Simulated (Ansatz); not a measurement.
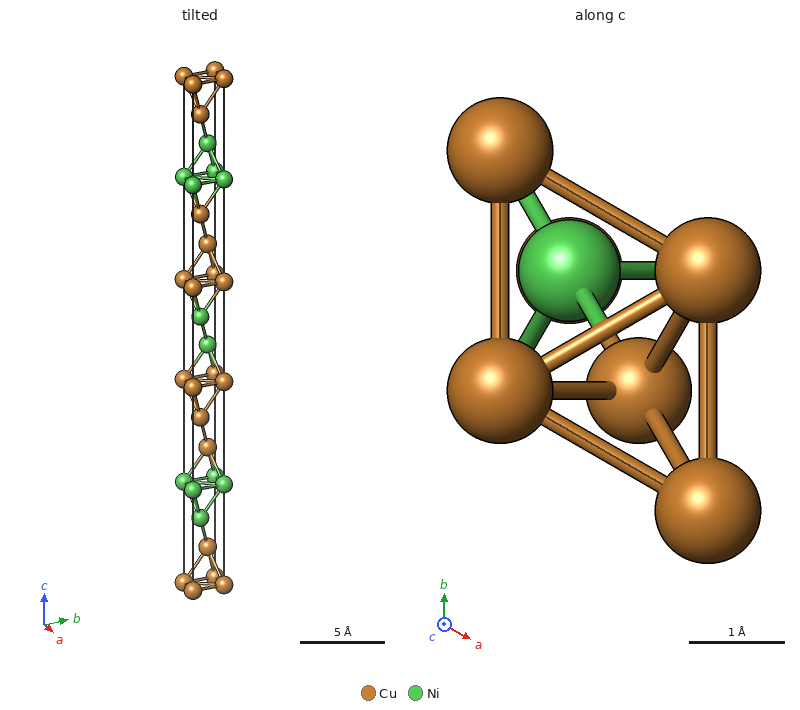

Ball-and-stick model, viewed slightly off an axis and along the c axis. One conventional unit cell is framed, with atoms on its boundary repeated. Cell: a = 2.53 Å, b = 2.53 Å, c = 31.12 Å, α = 90.00°, β = 90.00°, γ = 120.00°.

Origin of the cell: a structure type filled with these elements by a generator (whether the compound takes this form wasn't checked). Earlier steps of the study may have refined or changed the cell and positions. An electronic-structure calculation with Ansatz was run on it.

### Summary of the structure:

Its composition is Cu3Ni2. The structure has R-3m (No. 166) symmetry and a rhombohedral (trigonal R) lattice. The cell has 15 atoms, namely 9 Cu, 6 Ni. The Ni atoms are each bonded to nine Ni and three Cu in a cuboctahedral arrangement (about 2.5 Å to Ni, 2.5 Å to Cu). Cu takes two kinds of site: 6c with nine Cu and three Ni in a cuboctahedral arrangement (about 2.5 Å to Cu, 2.5 Å to Ni); 3a with twelve Cu in a cuboctahedral arrangement at about 2.5 Å. The bonds build a three-dimensional framework.

Results below were computed with Ansatz 0.2.0, DFT PBE, scalar-relativistic, plane waves, PAW; the settings were wavefunction cutoff 420 eV, k-points about 0.16 Å⁻¹ apart, Gaussian smearing of 0.1 eV, collinear spins.

### Which atoms carry magnetic moments in this run, and how do they order?

The state reached is ferromagnetic. Sizes: Ni 0.4 μB; net moment 0.8 μB in the run's cell of 5 atoms.

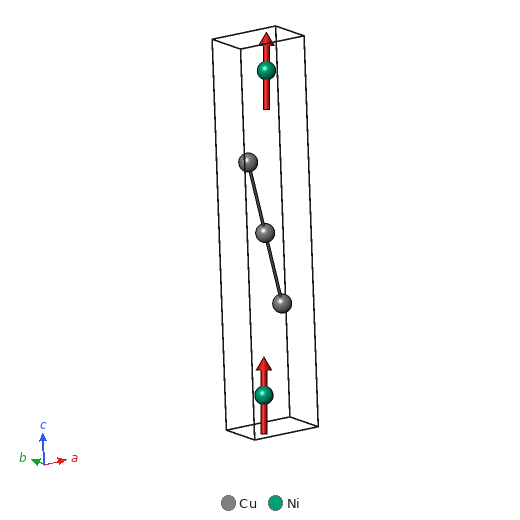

Site moments above 0.25 μB as arrows, small induced ones on non-metal atoms left out (red along the largest or up, blue against, purple across). The run's cell of 5 atoms is drawn in a reduced setting, so axes and origin can differ from the first picture.

### What is the band gap, if any?

A metal: bands cross the Fermi level.

### What net charge does each kind of atom have (Bader)?

Cu +0.01 e; Ni -0.02 e.

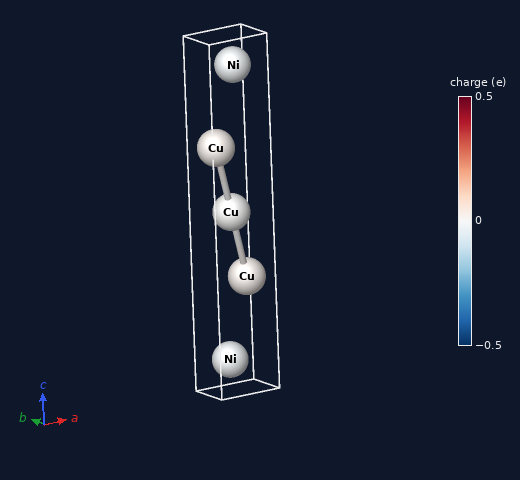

The atoms coloured by those charges. The run's cell of 5 atoms is drawn in a reduced setting, so axes and origin can differ from the first picture.

### Is this an equilibrium geometry for the method given?

Yes. All forces vanish to within 0.01 eV/Å. The pressure is 0.0 GPa, close to zero.
